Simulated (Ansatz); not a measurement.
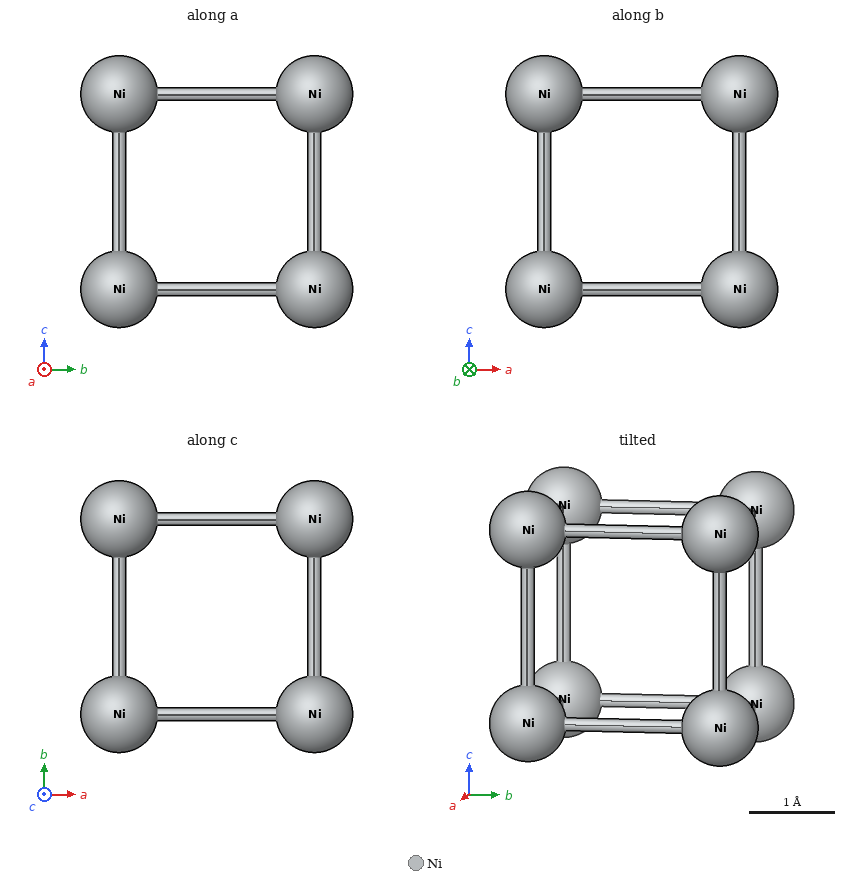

Structure drawing (ball-and-stick), viewed along the a axis, along the b axis, along the c axis and slightly off an axis. The conventional unit cell is drawn as a box.

Lattice parameters: a = 2.305 Å, b = 2.305 Å, c = 2.305 Å, α = 90.00°, β = 90.00°, γ = 90.00°. Put a along x and b in the xy plane.

Q: Turn the picture into a POSCAR file.

A:
```
Ni
1.0
     2.305    0.000    0.000
     0.000    2.305    0.000
     0.000    0.000    2.305
Ni
1
Direct
  0.0000 0.0000 0.0000
```

Source of the structure: a textbook structure type filled with this element (whether it is the usual form wasn't checked). Relaxation method: DFT r2SCAN, scalar-relativistic, plane waves, PAW in Ansatz 0.2.0.
